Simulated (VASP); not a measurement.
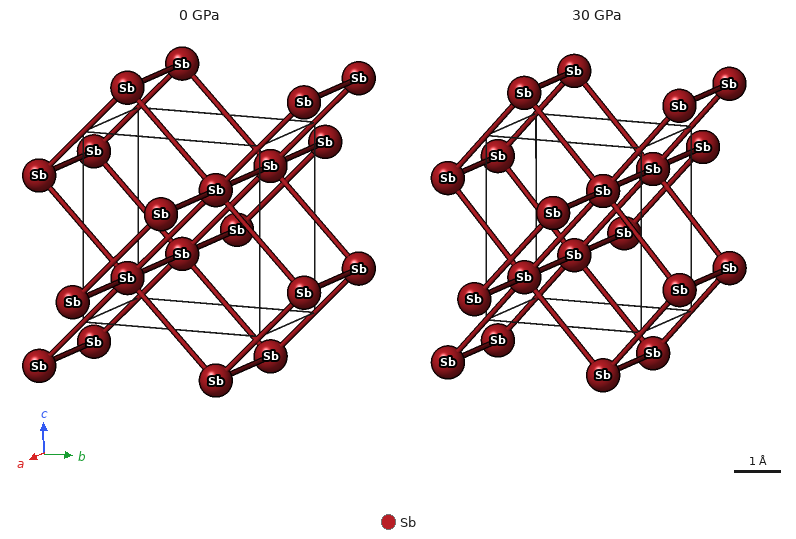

A crystal of Sb (set up in P2_1/m), relaxed (cell and atoms) at several target pressures. The picture shows the first and the last member. A ball-and-stick model of the cell of the calculation, seen slightly off an axis.

Computed with VASP 6.6.1: LDA, VASP PAW LDA potentials, recommended. Set-up: plane-wave cutoff 600 eV; k-point mesh 9 × 6 × 6; occupations fermi-dirac; smearing width 0.05 eV; no spin polarisation.

| pressure (GPa) | volume (Å³/atom) | a (Å) | b (Å) | c (Å) |
| --- | --- | --- | --- | --- |
| 0 | 28.151 | 3.056 | 4.276 | 4.309 |
| 2 | 27.368 | 3.023 | 4.256 | 4.254 |
| 5 | ? | ? | ? | ? |
| 10 | 25.103 | 2.931 | 4.068 | 4.211 |
| 20 | 23.218 | 2.855 | 3.915 | 4.155 |
| 30 | 21.873 | 2.789 | 3.759 | 4.172 |

> Fill in the missing row.

Murnaghan's form V = V₀(1 + B′P/B₀)^(−1/B′), with V₀ = 28.151 Å³ from the row at zero pressure, fits the other rows with B₀ = 68.5 GPa and B′ = 4.04 (largest miss 0.017 Å³). At 5 GPa it gives 28.151 × (1 + 4.04 × 5/68.5)^(−1/4.04) = 26.407 Å³ per atom. The calculation gives 26.394 Å³/atom (a = 2.983 Å, b = 4.197 Å, c = 4.217 Å). The estimate is 0.013 Å³/atom too high. From the first member to the last: Sb–Sb 3.056 → 2.789 Å, Sb–Sb 3.036 → 2.809 Å.

The whole series:

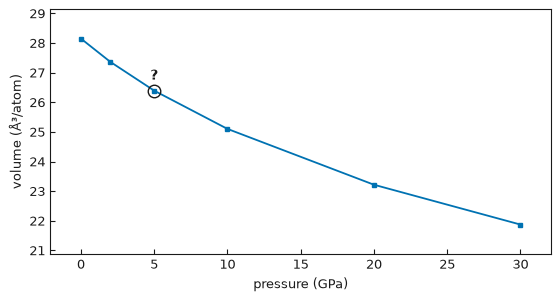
